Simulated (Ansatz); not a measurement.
# Run report: Al$_{3}$N, geometry relaxation (part 2 of 2)

Continued. System: Al$_{3}$N (slab, 4 atoms in the cell). Method: DFT PBE, scalar-relativistic, plane waves, PAW, no spin polarisation (Ansatz 0.2.0); cutoff 420 eV, 9×9×1 k-mesh, Gaussian smearing of 0.1 eV. The structure derives from an entry of the Crystallography Open Database. The input holds or restrains some coordinates. Forces given for the steps count only the free coordinates.

Geometry of the input (Å; fractional positions):
```
2.8572  0.0000  0.0000
-1.4286  2.4744  0.0000
0.0000  0.0000  20.1016
Al 0.6667  0.3333  0.1990
Al 0.3333  0.6667  0.3135
Al 0.0000  0.0000  0.4279
N  0.5000  0.3333  0.4897
```

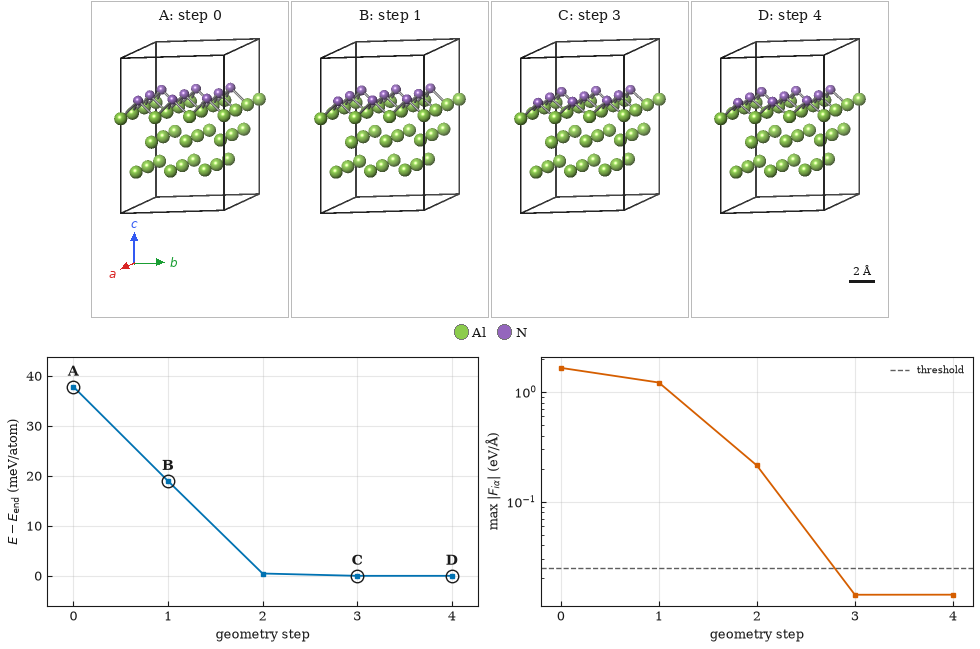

*Frames of the restrained relaxation (ball-and-stick view of the 3 × 3 repeat of the cell, with the vacuum cut short, seen slightly off an axis) above the curves, on which the letters mark them (the first geometry is step 0 here and step 1 in the log).*

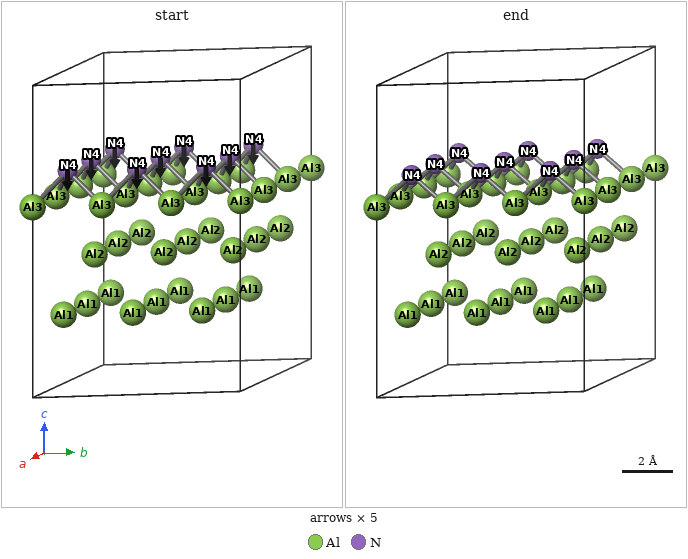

*Before (left) and after (right) the restrained relaxation, at one scale (ball-and-stick view of the 3 × 3 repeat of the cell, with the vacuum cut short, seen slightly off an axis). The black arrows give the displacements, magnified 5 times.*

The largest move is that of N4, 0.17 Å. Al stays in place. The lattice vectors keep their values. Among the contacts that change: Al3–N4 1.770 → 1.655 Å. Among the angles that change: N4–Al3–N4 94.1° → 101.4°, Al3–N4–Al3 94.1° → 101.4°, N4–Al3–N4 84.5° → 89.7°. Over 4 geometry steps the energy falls by 37.8 meV per atom. Largest force component: 1.7 eV/Å at the start, 0.014 eV/Å at the end. (Atoms are counted from 1 in the order of the input.)

```
WARN: The input density's exchange-correlation potential varies sharply where the density is thin. Do not read a vacuum level from v_tot or v_xc, or from such a field of the output density. On a cell that repeats whose density bears no net charge and no dipole along the vacuum's axis use v_es (v_loc + v_h of the components); under efield.dipole_correction with no amplitude use v_es + v_field, which holds any external_charges[].barrier, or the levels of the report's work_function block, which leave it out; under a non-zero efield.amplitude the vacuum is tilted and has no level; on a cell that repeats and bears such a dipole with no correction it is tilted too, and efield.dipole_correction with no amplitude gives each side of its ramp a level where efield: is served; in a cell that repeats whose density bears a net charge (total_charge, or a fill off its count) it is curved and has none; of a slab under crystal.periodic whose density bears no net charge use v_es, which has a level on each side, short of where the two are joined; of another it falls or rises all the way out and has none; of a slab beside external_charges read slab_vacuum_level instead, which it has where they leave it neutral. The grid or the basis barely resolves most such structure, and the values can differ between equally converged runs; as a rule a tighter scf.convergence.dr2_threshold does not remove it. Where the density itself ripples (under the LDA too) a higher basis.ecutwfc lessens it. The files hold the spikes' plane waves up to the density's cutoff. Files: v_tot and the like, and their columns of v_z.tsv (output.write_potential); v_xc and the like, and their columns of v_comp_z.tsv (output.write_potential_components); where files of the output density stand in their place, no point of their own thin density is over the threshold below, and this is of outcome.potential() and, of a run that writes arrays (npy), the arrays of these names. Measured: with its Gaussian average of σ = 0.25 Å subtracted twice, the exchange-correlation potential is over 0.1 eV at 71 of the grid points where the equally averaged density (valence and model cores) is under 1e-3 e/Å³, and 0.155 eV at the most among them, at an averaged density of 2.8e-7 e/Å³. See output.write_potential in the manual, Limitations
SCF converged after 2 iterations
Free energy (F): -1994.127156 eV
Harris-Foulkes:  -1994.127156 eV  (|F-HF|=3.91e-8)
Internal energy: -1994.108105 eV  (E = F + TS)
E sigma→0 (E₀):  -1994.117631 eV
Entropy (-TS):   -0.019051 eV (-4.763 meV/atom)
Fermi energy:    -0.811034 eV
Dipole field:    D = -0.206369 V/Å  (p = -0.162073 e·Å, saw-weighted, corrected)
Work function:   Φ+ = 8.2047 eV   Φ− = 4.0563 eV
Levels:          The Fermi level and band energies are counted from a zero that moves with the ramp; work functions are not
--- Per-component energies (eV) ---
  E_band       = -78.565584
  E_kinetic    = 196.469099
  E_local      = -3451.318269  (includes V_loc(G=0)·N_el)
  E_nonlocal   = 78.916735
  E_hartree    = 1643.291430
  E_xc         = -177.886932
  E_vxc        = -161.172810  (∫ρ·V_xc dr)
  E_paw        = -1529.130384  (= ΣΔE_a)
  E_vpaw       = -29.772187  (= ΣTr[D̂ρ^β])
  E_aug_tail   = 0.000081  (compensation charges beyond the density's cutoff)
  E_efield     = 0.016723  (sawtooth field / dipole correction)
  E_vefield    = 1.720151  (∫n·V_field dr)
  E_ewald      = 1245.533412
  E_smearing   = -0.019051  (= −TS)
  E_closure    = 0.000000  (closes the sum)
  Σ components = -1994.127156   (vs F -1994.127156, Δ=0.00e0)
--- Forces (eV/Å), atoms counted from 1 ---
  atom   1  Al    -0.04111587     0.00186878    -0.31428426
  atom   2  Al     0.00990671    -0.00564700    -0.14008696
  atom   3  Al    -4.02757859    -3.31910114     0.46852149
  atom   4  N      4.05883887     3.32289123    -0.01422739
  max |Σ_I F_I| component: 7.71e-5 eV/Å
--- Band table (eV; the first three rows and the last of 41) ---
  k-point 0: bands = ["-15.4688", "-11.2230", "-8.8481", "-5.6433", "-2.7337", "-0.6081", "0.2106", "0.4377", "2.8628", "4.4143", "6.0413"]
  k-point 1: bands = ["-15.2931", "-10.9312", "-8.5701", "-5.3868", "-2.5360", "-1.1976", "-0.0131", "0.6219", "3.1577", "4.7060", "6.3296"]
  k-point 2: bands = ["-14.8050", "-10.0604", "-7.7486", "-4.6610", "-2.6442", "-1.9429", "-0.4042", "1.1556", "2.8255", "4.0082", "4.8397"]
  k-point 40: bands = ["-13.7684", "-7.5033", "-5.6449", "-4.5368", "-2.8170", "-2.1241", "-1.4434", "-0.5857", "0.3214", "2.3518", "3.0218"]
--- Relaxed structure (5 steps of the walk, 5 accepted, 0 SCFs on fresh bases) ---
  F+E_penalty+E_count = -1994.12715617 eV   max|allowed force component| = 1.423e-2 eV/Å
  atoms:
    - { symbol: Al, position: [0.6666666667, 0.3333333333, 0.1989887145] }
    - { symbol: Al, position: [0.3333333333, 0.6666666667, 0.31345330939999994] }
    - { symbol: Al, position: [0.0, 0.0, 0.42790744589999996] }
    - { symbol: N, position: [0.5, 0.3333333333, 0.4813013163132163] }
```

## Trajectory as extended XYZ (Å, eV, eV/Å), 5 frames, from step=1 to step=5
```
4
Lattice="2.8572 0.0000 0.0000 -1.4286 2.4744 0.0000 0.0000 0.0000 20.1016" Properties=species:S:1:pos:R:3:forces:R:3 step=1 energy=-1993.97579
Al    1.4286    0.8248    4.0000   -0.0213  -0.0030  -0.2244
Al    0.0000    1.6496    6.3009   -0.0234   0.0098  -0.0750
Al    0.0000    0.0000    8.6016   -1.9866  -1.7168   1.9542
N     0.9524    0.8248    9.8442    2.0313   1.7100  -1.6550
4
Lattice="2.8572 0.0000 0.0000 -1.4286 2.4744 0.0000 0.0000 0.0000 20.1016" Properties=species:S:1:pos:R:3:forces:R:3 step=2 energy=-1994.05124
Al    1.4286    0.8248    4.0000   -0.0297  -0.0012  -0.2354
Al    0.0000    1.6496    6.3009   -0.0120   0.0051  -0.1016
Al    0.0000    0.0000    8.6016   -2.5118  -2.1160   1.5548
N     0.9524    0.8248    9.7917    2.5532   2.1118  -1.2164
4
Lattice="2.8572 0.0000 0.0000 -1.4286 2.4744 0.0000 0.0000 0.0000 20.1016" Properties=species:S:1:pos:R:3:forces:R:3 step=3 energy=-1994.12529
Al    1.4286    0.8248    4.0000   -0.0414   0.0018  -0.3271
Al    0.0000    1.6496    6.3009    0.0134  -0.0075  -0.1474
Al    0.0000    0.0000    8.6016   -4.3265  -3.5518   0.2606
N     0.9524    0.8248    9.6563    4.3543   3.5575   0.2138
4
Lattice="2.8572 0.0000 0.0000 -1.4286 2.4744 0.0000 0.0000 0.0000 20.1016" Properties=species:S:1:pos:R:3:forces:R:3 step=4 energy=-1994.12716
Al    1.4286    0.8248    4.0000   -0.0411   0.0019  -0.3143
Al    0.0000    1.6496    6.3009    0.0099  -0.0056  -0.1402
Al    0.0000    0.0000    8.6016   -4.0276  -3.3191   0.4689
N     0.9524    0.8248    9.6749    4.0587   3.3228  -0.0142
4
Lattice="2.8572 0.0000 0.0000 -1.4286 2.4744 0.0000 0.0000 0.0000 20.1016" Properties=species:S:1:pos:R:3:forces:R:3 step=5 energy=-1994.12716
Al    1.4286    0.8248    4.0000   -0.0411   0.0019  -0.3143
Al    0.0000    1.6496    6.3009    0.0099  -0.0056  -0.1401
Al    0.0000    0.0000    8.6016   -4.0276  -3.3191   0.4685
N     0.9524    0.8248    9.6749    4.0588   3.3229  -0.0142
```

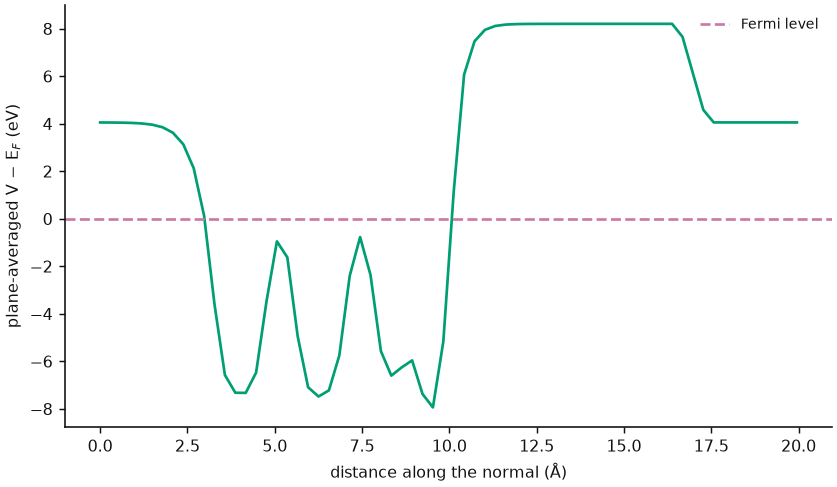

*Plane average of the electrostatic potential energy of an electron across the cell, from the Fermi level.*

The vacuum level lies 8.20 eV above the Fermi level on the upper side and 4.06 eV on the lower.

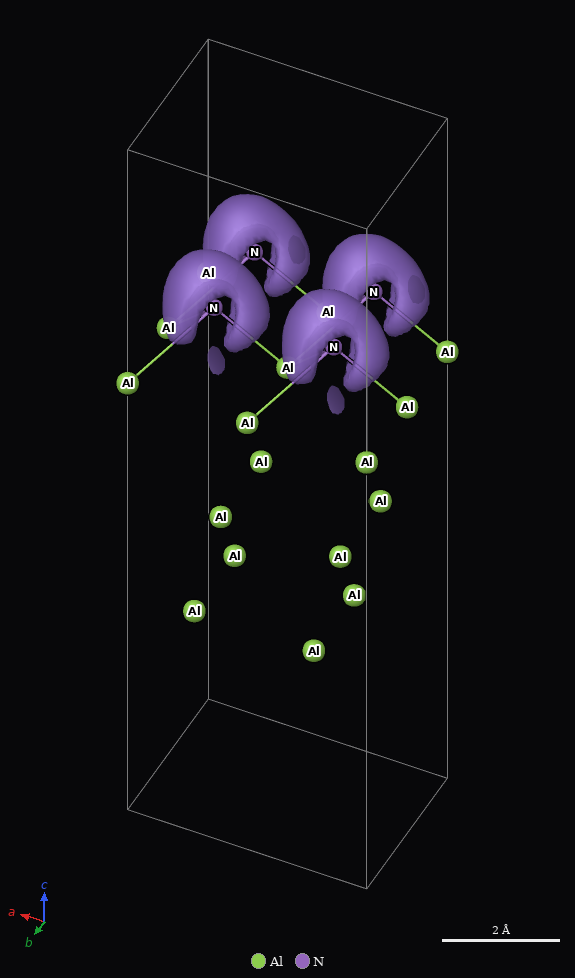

*Isosurface of the electron localisation function at 0.8 (purple), seen at an oblique angle. Core shells and regions of very low density are left out. Sticks mark near contacts.*

Along the contacts the grid gives the following. Al–N (1.66 Å): the ELF is about 0.85 at the midpoint. The fields are those of the smooth PAW valence density.

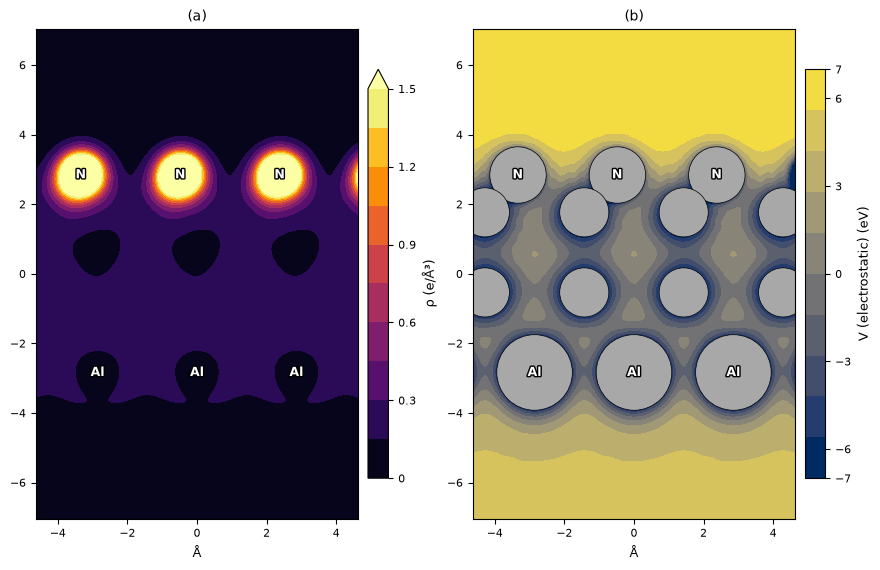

*(a) valence charge density (pseudo); (b) electrostatic potential (local pseudopotential plus Hartree) felt by an electron on the (010) plane of the calculation cell, a cut from vacuum to vacuum. Grey discs, where drawn, cover atomic cores.*

The section cuts through Al and N sites. The density dies away to nearly zero in the vacuum.

## Summary

- outcome: converged under the restraints of the input
- electrons treated: 14
- free energy: −1994.1272 eV
- work function, top face: 8.20 eV
- work function, bottom face: 4.06 eV
- Fermi energy: −0.811 eV
- gap on the k-point mesh: none (metallic)
- final volume: 142.11 Å³
- work function (upper face): 8.20 eV
- largest force (length of the vector) at the end, held atoms and coordinates included: 5.246 eV/Å
- wall time: 49 s
- peak memory: 0.37 GiB

## Remarks

Warnings of the run: the exchange-correlation potential is rough where the density is thin.
